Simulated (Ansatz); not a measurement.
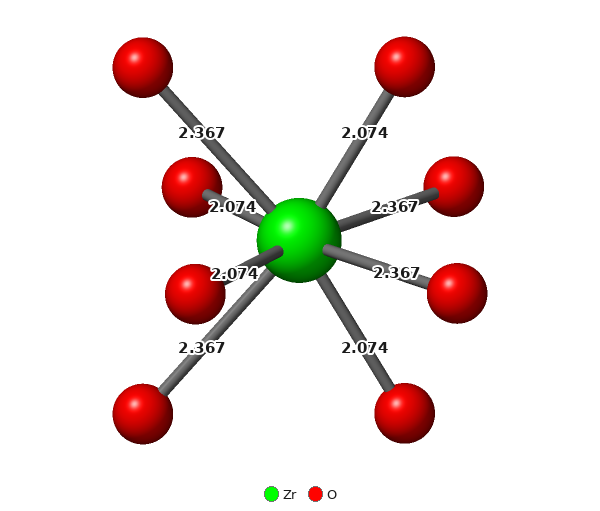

The surroundings of site Zr1 (at 0.000, 0.000, 0.000) in ZrO$_{2}$ (P4_2/nmc), with bond lengths in Å.

The cell is taken from the end point of a relaxation with DFT PBEsol, scalar-relativistic, plane waves, PAW (Ansatz 0.2.0).

```yaml
crystal:
  lattice:
    - [3.58448, 0.00000, 0.00000]
    - [0.00000, 3.58448, 0.00000]
    - [0.00000, 0.00000, 5.17711]
  atoms:
    - { symbol: Zr, position: [0.00000, 0.00000, 0.00000] }
    - { symbol: Zr, position: [0.50000, 0.50000, 0.50000] }
    - { symbol: O, position: [0.00000, 0.50000, 0.20148] }
    - { symbol: O, position: [0.00000, 0.50000, 0.70148] }
    - { symbol: O, position: [0.50000, 0.00000, 0.29852] }
    - { symbol: O, position: [0.50000, 0.00000, 0.79852] }
```

Bond valence s = exp((R0 − d)/b), R0 fitted to published crystal structures with b = 0.37 Å; R0 in Å: Zr4+–O 1.933.

**Calculate the bond-valence sum of Zr1 from the bonds drawn.**

4 × 0.683 + 4 × 0.309 = 3.97 v.u., against a formal valence of 4: a close match.

**And over the whole structure?**

| site | x, y, z | formal valence | bond-valence sum | difference |
| --- | --- | --- | --- | --- |
| Zr1 | 0.000, 0.000, 0.000 | +4 | 4.02 | 0.02 |
| O1 | 0.000, 0.500, 0.201 | −2 | 2.01 | 0.01 |

These sums include all anions within 5 Å. The global instability index (root mean square of the differences over all atoms) is 0.02 v.u.: little strain.
